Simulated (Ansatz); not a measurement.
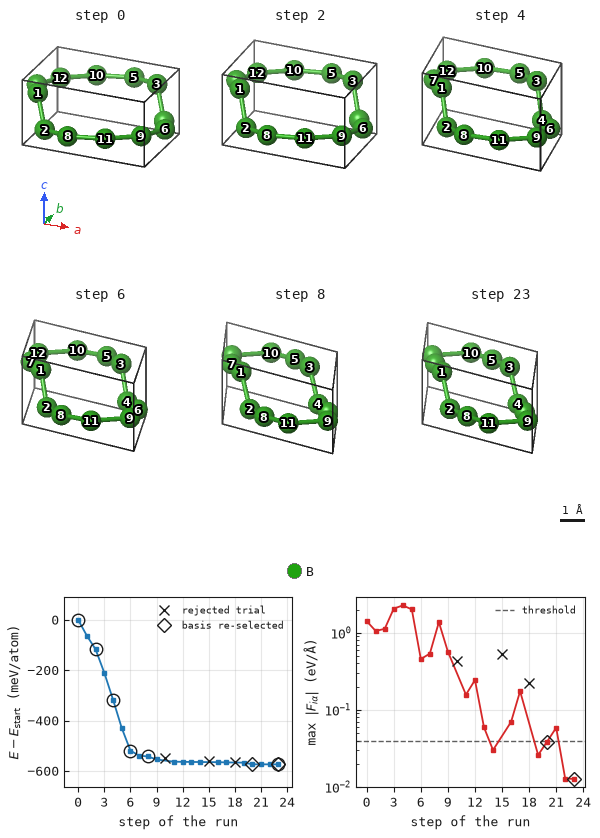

Frames of a relaxation of solid B (a generated structure, set up in Cmcm) (coarse preliminary run), marked on the history of the run. Style: ball-and-stick. Shown: the cell of the calculation, slightly off an axis.

Method: Ansatz 0.2.0, DFT PBE, scalar-relativistic, plane waves, PAW.

Input file:
```yaml
crystal:
  lattice:
    - [3.52872913, -5.82408269, 0.0]
    - [3.52872913, 5.82408269, 0.0]
    - [0.0, 0.0, 2.82799512]
  atoms:
    - { symbol: B, position: [0.08004291, 0.1597022, 0.75] }
    - { symbol: B, position: [0.1597022, 0.08004291, 0.25] }
    - { symbol: B, position: [0.8402978, 0.91995709, 0.75] }
    - { symbol: B, position: [0.91995709, 0.8402978, 0.25] }
    - { symbol: B, position: [0.63418949, 0.98615356, 0.75] }
    - { symbol: B, position: [0.98615356, 0.63418949, 0.25] }
    - { symbol: B, position: [0.01384644, 0.36581051, 0.75] }
    - { symbol: B, position: [0.36581051, 0.01384644, 0.25] }
    - { symbol: B, position: [0.87159838, 0.35869266, 0.25] }
    - { symbol: B, position: [0.35869266, 0.87159838, 0.75] }
    - { symbol: B, position: [0.64130734, 0.12840162, 0.25] }
    - { symbol: B, position: [0.12840162, 0.64130734, 0.75] }
basis:
  ecutwfc: 420
kpoints:
  mp_grid: { grid: [4, 4, 6] }
hamiltonian:
  xc: pbe
scf:
  occupations: { method: gaussian, width: 0.1 }
  lower_state_search: "off"
output:
  forces: true
  stress: true
  eigenvalues: true
relax:
  adjacent_minimum: "off"
  f_tol: 0.04
  max_steps: 70
  cell: { stress_tol: 0.4 }
```

Launched with:
```bash
ansatz run input.yaml --threads 1 --pin off --max-ram 2560MiB --backend cpu --events-out ev --progress --plain --runs-dir out
```

Q: Describe the path.

A: The energy falls by 574 meV per atom in 18 accepted moves (23 points after the start). Largest force component: 1.4 eV/Å at the start, 0.013 eV/Å at the end. Pressure: 18.33 GPa at the start and 0.01 GPa at the end. The line search rejected the trial steps at points 10, 15, 18 of the run. At 2 points the geometry stayed and the basis and grid were re-selected for the new cell (energy shift of 6.5 meV per atom at most each time). The largest moves relative to the cell, 0.44 Å, are those of 8 atoms (B1, B2, B3, B4 and others). B3 goes along [−1 −1 0]. Cell: a = b 6.810 → 7.472 Å (+9.7 %), c 2.828 → 2.784 Å (−1.6 %), γ 117.6° → 139.5°. Volume −13.2 %. Near-neighbour distances that change, for instance: B10–B11 2.376 → 1.720 Å, B1–B3 1.692 → 2.118 Å, B10–B12 1.625 → 1.748 Å, B5–B11 1.702 → 1.796 Å. Among the angles between lasting bonds that change: B7–B12–B10 145.7° → 104.2°, B1–B7–B12 141.5° → 174.1°, B9–B7–B12 89.8° → 59.3°. The space group stays Cmcm (No. 63). From step 0 to 2: B atoms move most (0.12 Å), volume +11.1 %, energy −117 meV per atom. From step 2 to 4: B atoms move most (0.20 Å), volume −1.1 %, energy −199 meV per atom. From step 4 to 6: B atoms move most (0.14 Å), volume −14.2 %, energy −202 meV per atom. From step 6 to 8: B atoms move most (0.21 Å), volume −7.0 %, energy −23.4 meV per atom. From step 8 to 23: B atoms move most (0.15 Å), volume −0.9 %, energy −31.3 meV per atom.

```json
{"step": "0", "E − E(0), meV/atom": "0.00", "largest force component, eV/Å": "1.4179", "pressure, GPa": "18.33", "volume, Å³/atom": "9.687", "note": ""}
{"step": "1", "E − E(0), meV/atom": "-63.16", "largest force component, eV/Å": "1.0568", "pressure, GPa": "7.59", "volume, Å³/atom": "10.245", "note": ""}
{"step": "2", "E − E(0), meV/atom": "-117.31", "largest force component, eV/Å": "1.1276", "pressure, GPa": "-2.09", "volume, Å³/atom": "10.763", "note": ""}
{"step": "3", "E − E(0), meV/atom": "-210.25", "largest force component, eV/Å": "2.0629", "pressure, GPa": "-12.14", "volume, Å³/atom": "11.015", "note": ""}
{"step": "4", "E − E(0), meV/atom": "-316.53", "largest force component, eV/Å": "2.2690", "pressure, GPa": "-14.02", "volume, Å³/atom": "10.641", "note": ""}
{"step": "5", "E − E(0), meV/atom": "-429.23", "largest force component, eV/Å": "2.0159", "pressure, GPa": "-9.71", "volume, Å³/atom": "9.882", "note": ""}
{"step": "6", "E − E(0), meV/atom": "-519.02", "largest force component, eV/Å": "0.4567", "pressure, GPa": "-2.43", "volume, Å³/atom": "9.126", "note": ""}
{"step": "7", "E − E(0), meV/atom": "-539.07", "largest force component, eV/Å": "0.5377", "pressure, GPa": "-0.76", "volume, Å³/atom": "8.865", "note": ""}
{"step": "8", "E − E(0), meV/atom": "-542.37", "largest force component, eV/Å": "1.3754", "pressure, GPa": "-0.53", "volume, Å³/atom": "8.486", "note": ""}
{"step": "9", "E − E(0), meV/atom": "-554.39", "largest force component, eV/Å": "0.5694", "pressure, GPa": "0.01", "volume, Å³/atom": "8.718", "note": ""}
{"step": "10", "E − E(0), meV/atom": "-548.21", "largest force component, eV/Å": "0.4273", "pressure, GPa": "0.81", "volume, Å³/atom": "8.611", "note": "rejected"}
{"step": "11", "E − E(0), meV/atom": "-563.20", "largest force component, eV/Å": "0.1575", "pressure, GPa": "-0.26", "volume, Å³/atom": "8.627", "note": ""}
{"step": "12", "E − E(0), meV/atom": "-563.71", "largest force component, eV/Å": "0.2438", "pressure, GPa": "1.88", "volume, Å³/atom": "8.513", "note": ""}
{"step": "13", "E − E(0), meV/atom": "-564.23", "largest force component, eV/Å": "0.0593", "pressure, GPa": "-0.07", "volume, Å³/atom": "8.608", "note": ""}
{"step": "14", "E − E(0), meV/atom": "-564.44", "largest force component, eV/Å": "0.0301", "pressure, GPa": "-0.06", "volume, Å³/atom": "8.597", "note": ""}
{"step": "15", "E − E(0), meV/atom": "-562.14", "largest force component, eV/Å": "0.5338", "pressure, GPa": "0.02", "volume, Å³/atom": "8.431", "note": "rejected"}
{"step": "16", "E − E(0), meV/atom": "-565.05", "largest force component, eV/Å": "0.0698", "pressure, GPa": "-0.03", "volume, Å³/atom": "8.557", "note": ""}
{"step": "17", "E − E(0), meV/atom": "-565.87", "largest force component, eV/Å": "0.1746", "pressure, GPa": "0.00", "volume, Å³/atom": "8.496", "note": ""}
{"step": "18", "E − E(0), meV/atom": "-565.68", "largest force component, eV/Å": "0.2260", "pressure, GPa": "0.59", "volume, Å³/atom": "8.287", "note": "rejected"}
{"step": "19", "E − E(0), meV/atom": "-566.95", "largest force component, eV/Å": "0.0260", "pressure, GPa": "0.06", "volume, Å³/atom": "8.408", "note": ""}
{"step": "20", "E − E(0), meV/atom": "-573.45", "largest force component, eV/Å": "0.0389", "pressure, GPa": "0.67", "volume, Å³/atom": "8.408", "note": "same geometry, new basis"}
{"step": "21", "E − E(0), meV/atom": "-573.60", "largest force component, eV/Å": "0.0586", "pressure, GPa": "-0.35", "volume, Å³/atom": "8.409", "note": ""}
{"step": "22", "E − E(0), meV/atom": "-573.66", "largest force component, eV/Å": "0.0128", "pressure, GPa": "0.01", "volume, Å³/atom": "8.406", "note": ""}
{"step": "23", "E − E(0), meV/atom": "-573.68", "largest force component, eV/Å": "0.0127", "pressure, GPa": "0.01", "volume, Å³/atom": "8.406", "note": "same geometry, new basis"}
```

Limits of the set-up: the k-point mesh is coarse for a cell with partly filled bands.
